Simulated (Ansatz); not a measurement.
WS2

Input file:

```
crystal:
  lattice:
    - [3.1457762098, 0.0, 0.0]
    - [-1.5728881049, 2.765186944, 0.0]
    - [0.0, 0.0, 16.9534209708]
  atoms:
    - { symbol: W, position: [0.3333333333, 0.6666666667, 0.0] }
    - { symbol: S, position: [0.6666666667, 0.3333333333, 0.907576148] }
    - { symbol: S, position: [0.6666666667, 0.3333333333, 0.092423852] }
basis:
  ecutwfc: 420
kpoints:
  mp_grid: { grid: [12, 12, 2] }
hamiltonian:
  xc: pbesol
scf:
  occupations: { method: gaussian, width: 0.05 }
output:
  forces: true
  stress: true
  eigenvalues: true
  write_density: true
  write_potential: true
  elf: true
  volumetric_format: npy
```

Launched as:

```sh
ansatz run input.yaml --threads 1 --pin off --max-ram 2560MiB --backend cpu --events-out ev --progress --plain --runs-dir out
```

Below, planes, directions and counts refer to the conventional cell (a = 16.95 Å, b = 3.15 Å, c = 5.53 Å, α = 90.00°, β = 90.00°, γ = 90.00°).

Space group Amm2; a structure from a database of computed crystals, not necessarily the ambient phase; changed on purpose from its base cell (strain +0.0150 x Voigt [0, 1, 0, 0, 0, 0], atoms carried along).

Theory: DFT PBEsol, scalar-relativistic, plane waves, PAW in Ansatz.

In a PAW calculation such maps are meaningful between the atoms, not at the nuclei.

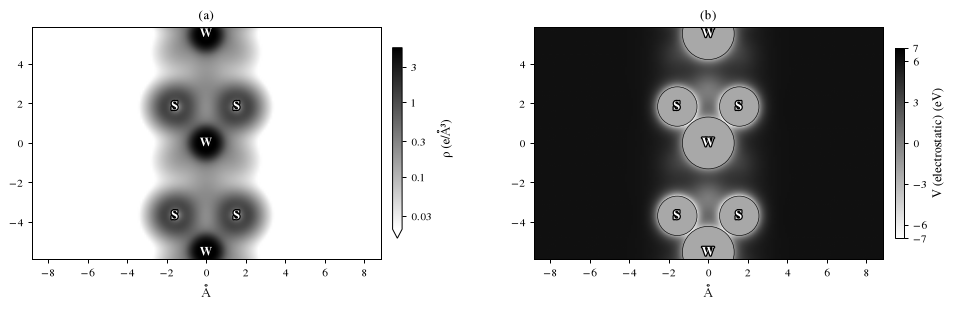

Figure 1. (a) valence pseudo-density; (b) electrostatic potential energy of an electron on the (010) plane of the conventional cell. Grey discs cover the atomic cores in the potential map.

### What do the fields say about this system?

- Atoms in the plane: W and S.
- W–S (2.42 Å): ρ at the midpoint is about 0.62 e/Å³.
- The density dies away to nearly zero in the voids.
- Outside the cores the potential energy rises away from the atoms and is highest about 2.7 Å from the nearest atoms; its zero is arbitrary.

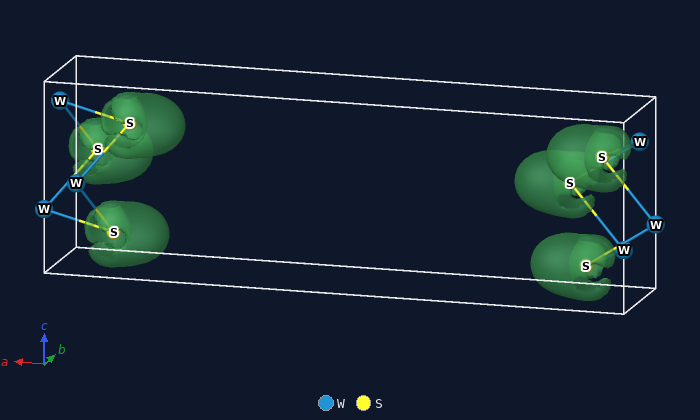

Figure 2. Isosurface of the ELF at 0.8 (green), seen at an oblique angle. Only the valence region is drawn (cores and ρ < 0.01 e/Å³ removed). Sticks mark near contacts.

### Describe the localisation domains.

The surface consists of four regions wrapped around S (the valence shell of each), counted in one cell of 6 atoms. Any copies at cell faces, edges or corners count once.


W–S (2.40 Å): the ELF peaks at about 0.85 in the valence shell of S, 0.8 Å from its nucleus, and is about 0.50 at the midpoint.

### Does the calculation give a band gap?

It is gapped, with a Kohn–Sham gap of 1.9 eV on the k-point mesh (the band edges may lie off the mesh, which would make the gap smaller).
